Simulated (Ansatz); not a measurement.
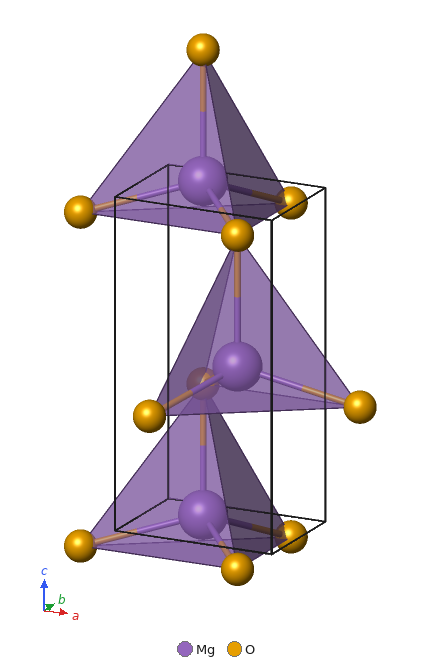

The figure gives a polyhedral picture of the atoms, viewed slightly off an axis. The outline marks the conventional unit cell. A few atoms beyond the faces are included.

MgO, space group P6_3mc (No. 186), a = 3.32 Å, b = 3.32 Å, c = 5.12 Å, α = 90.00°, β = 90.00°, γ = 120.00°.

Results below were computed with DFT PBE, scalar-relativistic, plane waves, PAW in Ansatz 0.2.0; the settings were a basis cut at 420 eV, k-grid 12×12×6, Gaussian smearing of 0.02 eV, no spin polarisation.

Is it conducting or gapped at this level?

Answer. An insulator at this level, with a gap of 3.41 eV on the k-mesh (the true edges may lie between mesh points, so the gap can be somewhat smaller).

Its origin is a structure listed in the Materials Project. Atoms and cell were optimised with DFT PBE, scalar-relativistic, plane waves, PAW (Ansatz).
